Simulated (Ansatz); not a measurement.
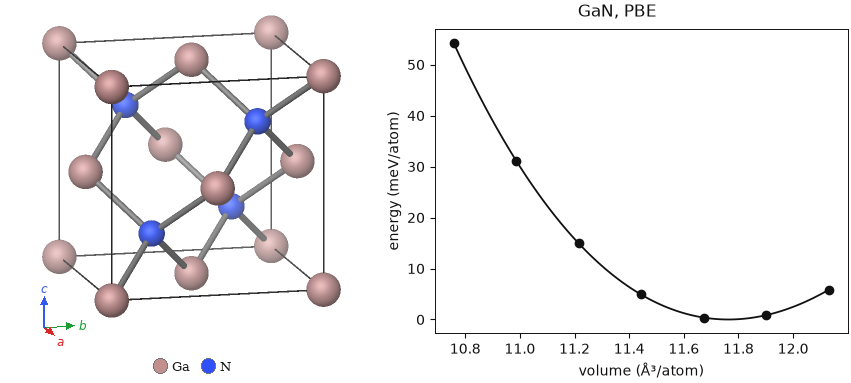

Caption: Energy against volume for GaN, space group F-43m (No. 216). The conventional cell is drawn beside the plot.

A third-order Birch–Murnaghan fit gives V0 = 11.76 Å³/atom, B0 = 172 GPa and B′ = 4.4. The energy is 54.30 meV/atom at volume 10.76 Å³/atom and 5.84 meV/atom at 12.13 Å³/atom; the lowest computed point is at volume 11.67 Å³/atom (0.37 meV/atom), in a single well.

Method: plane-wave DFT, no spin polarisation; energies at scaled volumes of the given cell, shape and fractions fixed, counted from the fit's minimum, third-order Birch-Murnaghan fit (Ansatz 0.2.0). Level: PBE.

- k mesh: 10×10×10
- occupations: Fermi–Dirac
- smearing width: 0.05 eV
- potentials: Ansatz PAW
- wave cutoff: 420 eV
- density cutoff: 1680 eV

Cell as given: a = 3.187 Å, b = 3.187 Å, c = 3.187 Å, α = 60.00°, β = 60.00°, γ = 60.00°; 2 atoms.
